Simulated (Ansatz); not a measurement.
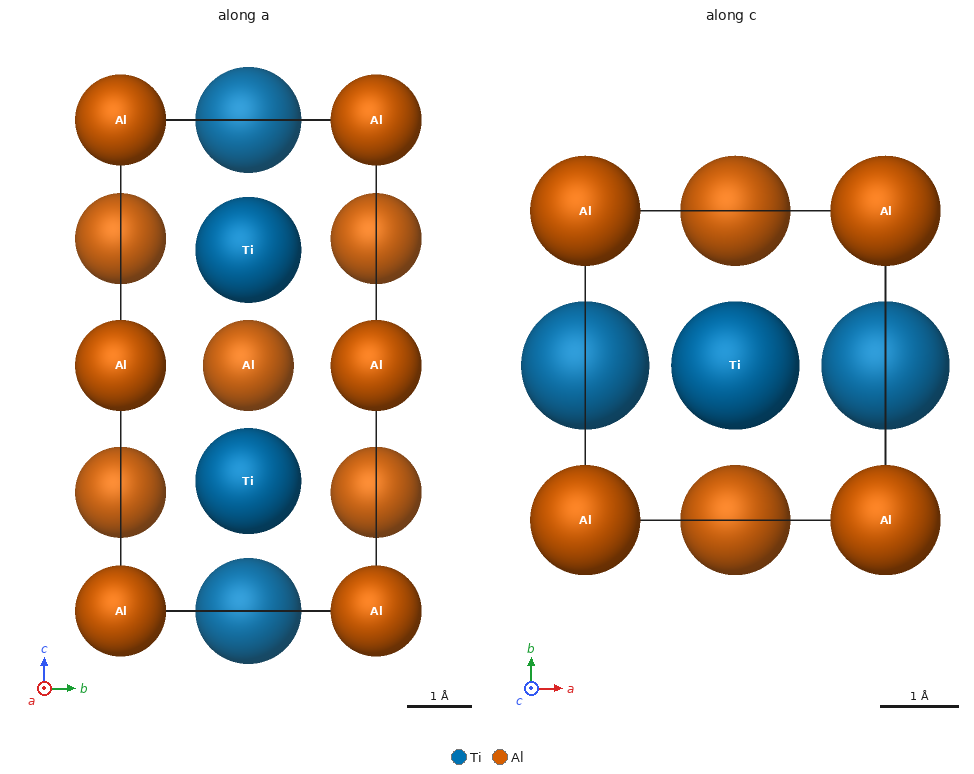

The figure gives a spheres-only picture of the atoms, viewed along the a axis and along the c axis. One conventional unit cell is framed, with atoms on its boundary repeated.

Ti3Al5, space group Pmmm (No. 47), a = 3.89 Å, b = 4.00 Å, c = 7.69 Å, α = 90.00°, β = 90.00°, γ = 90.00°.

Computed with Ansatz 0.2.0, DFT PBEsol, scalar-relativistic, plane waves, PAW. Settings: E_cut = 420 eV, 10×10×6 k-mesh, Gaussian smearing of 0.15 eV, no spin polarisation.

> Classify it as metallic or gapped, with the value.

A metal: bands cross the Fermi level.

> Give the pressure and its sign.

The computed pressure is 6.0 GPa (compressed: it would expand). The stress isn't hydrostatic: its largest component is 10.2 GPa.

The cell started as a structure listed in the Materials Project. The cell was then strained or its atoms displaced on purpose. A calculation with Ansatz used it as input.

At this level of theory the run's own cell isn't at rest (compressed, at 6 GPa), so its distances can differ from those at equilibrium, the more so the softer the solid.
